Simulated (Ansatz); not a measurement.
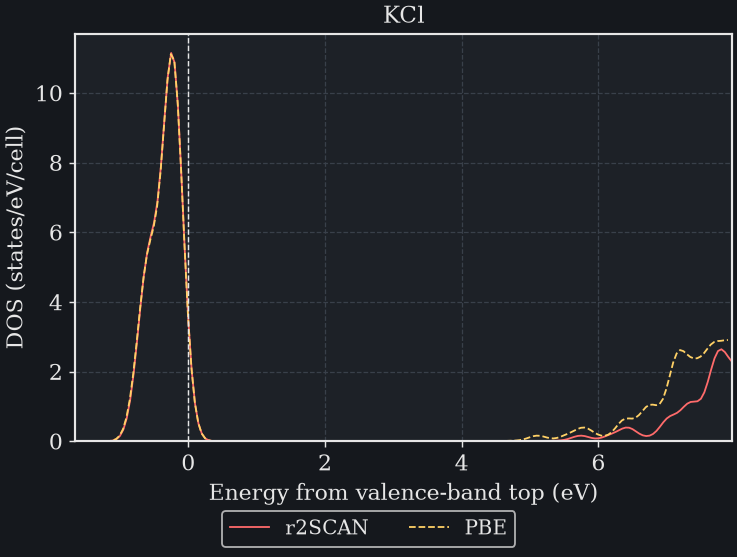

Total densities of states of KCl, space group Fm-3m (No. 225), 2 atoms in the cell, rocksalt type, hydrostatic strain +4.8%, by two methods on the same cell. The curves are built from the levels of the k mesh with Gaussians 0.3 eV wide, which also blur the band edges. Each is counted from its own valence-band top.

> How do the methods compare?

r2SCAN gives a gap of 5.38 eV and PBE gives a gap of 4.75 eV.

Settings. r2SCAN: DFT, r2SCAN, plane waves, PAW, no spin polarisation, 8×8×8 k mesh, 500 eV cutoff (Ansatz 0.2.0). PBE: DFT, PBE, plane waves, PAW, no spin polarisation, 8×8×8 k mesh, 420 eV cutoff, Fermi-Dirac smearing of 0.02 eV (Ansatz 0.2.0).
